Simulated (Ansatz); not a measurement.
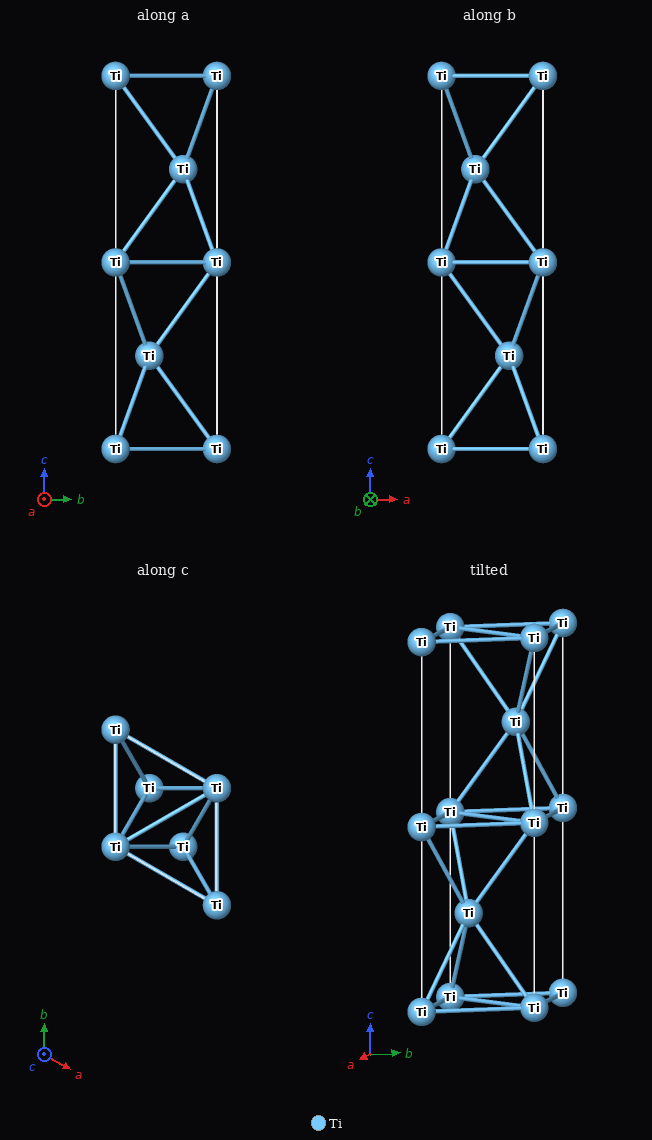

A ball-and-stick rendering, viewed along the a axis, along the b axis, along the c axis and slightly off an axis. The outline marks the conventional unit cell.

Lattice parameters: a = 2.8990 Å, b = 2.8990 Å, c = 9.2364 Å, α = 90.000°, β = 90.000°, γ = 120.000°.

Question: Set out the cell and atoms as a CIF in P1 with every atom of the cell.

Answer:
```cif
data_structure
_symmetry_space_group_name_H-M 'P 1'
_symmetry_Int_Tables_number 1
_cell_length_a 2.8990
_cell_length_b 2.8990
_cell_length_c 9.2364
_cell_angle_alpha 90.000
_cell_angle_beta 90.000
_cell_angle_gamma 120.000
_cell_volume 67.22
loop_
_atom_site_label
_atom_site_type_symbol
_atom_site_fract_x
_atom_site_fract_y
_atom_site_fract_z
_atom_site_occupancy
Ti1 Ti 0.0000 0.0000 0.0000 1
Ti2 Ti 0.0000 0.0000 0.5000 1
Ti3 Ti 0.3333 0.6667 0.7500 1
Ti4 Ti 0.6667 0.3333 0.2500 1
```

Its origin is a structure type filled with this element by a generator (whether the element takes this form wasn't checked). The picture shows the end point of a geometry optimisation with DFT PBEsol, scalar-relativistic, plane waves, PAW in Ansatz.
